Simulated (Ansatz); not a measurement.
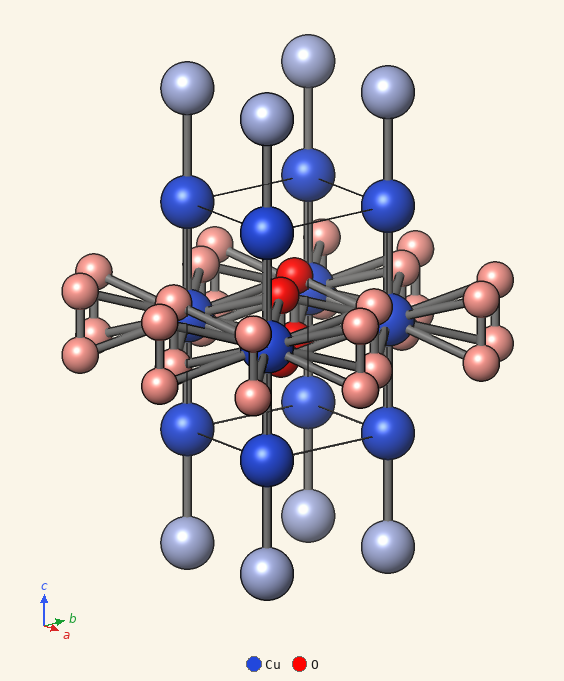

The crystal in a ball-and-stick representation, seen slightly off an axis. The parallelepiped is the simulation cell. Bonds that leave the box are completed with the atoms at their other ends, in fainter colours.

```yaml
crystal:
  lattice:
    - [4.19167, 0.00000, 0.00000]
    - [-2.09583, 3.63009, 0.00000]
    - [0.00000, 0.00000, 4.78322]
  atoms:
    - { symbol: Cu, position: [0.00000, 0.00000, 0.50000] }
    - { symbol: Cu, position: [0.00000, 0.00000, 0.00000] }
    - { symbol: O, position: [0.33333, 0.66667, 0.64001] }
    - { symbol: O, position: [0.66667, 0.33333, 0.64001] }
    - { symbol: O, position: [0.66667, 0.33333, 0.35999] }
    - { symbol: O, position: [0.33333, 0.66667, 0.35999] }
```

The calculation: DFT PBE, scalar-relativistic, plane waves, PAW (Ansatz 0.2.0), with 420 eV cutoff, k-points on a 12×12×8 grid, Gaussian smearing of 0.01 eV, no spin polarisation.

### What net charge does each kind of atom have (Bader)?

Cu +0.45 to +0.77 e; O -0.31 e.

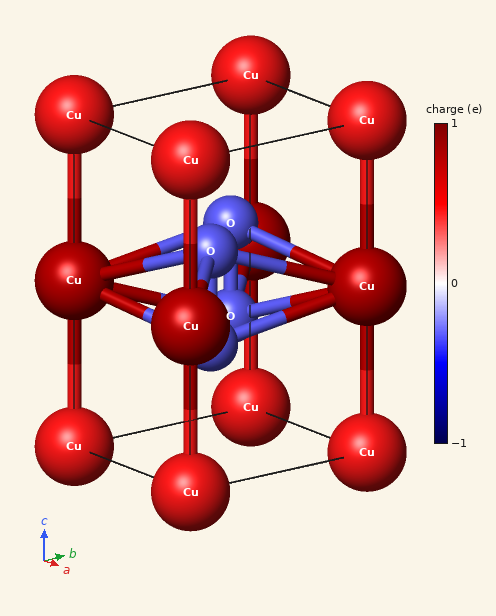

The atoms coloured by those charges.

The initial geometry was a random cell made by a generator, so it need not be a real form of the compound. Earlier steps of the study may have refined or changed the cell and positions. It went into a calculation with Ansatz.
